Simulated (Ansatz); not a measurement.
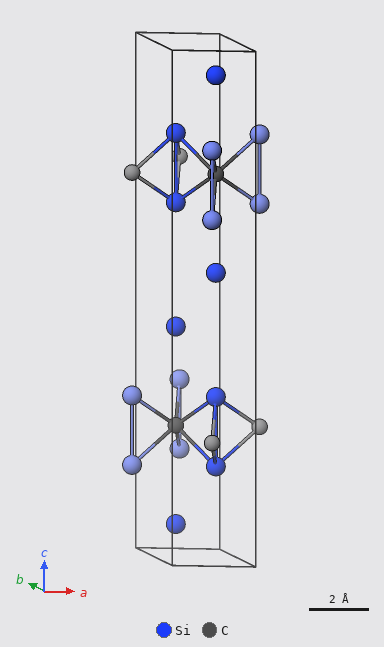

Structure drawing (ball-and-stick), viewed from a general direction. The conventional unit cell is drawn as a box. The bonded neighbours beyond the faces are included, in fainter colours.

Si4C, space group P6_3/mmc (No. 194), a = 2.85 Å, b = 2.85 Å, c = 17.98 Å, α = 90.00°, β = 90.00°, γ = 120.00°.

Computational set-up: DFT PBE, scalar-relativistic, plane waves, PAW (Ansatz 0.2.0), a kinetic-energy cutoff of 420 eV, an 18×18×2 k-point mesh, Gaussian smearing of 0.1 eV, no spin polarisation.

> Classify it as metallic or gapped, with the value.

A metal: bands cross the Fermi level.

> Under what pressure is the structure?

The computed pressure is 0.0 GPa, close to zero.

It goes back to a structure type filled with these elements by a generator (whether the compound takes this form wasn't checked). Earlier steps of the study may have refined or changed the cell and positions. A calculation with Ansatz used it as input.
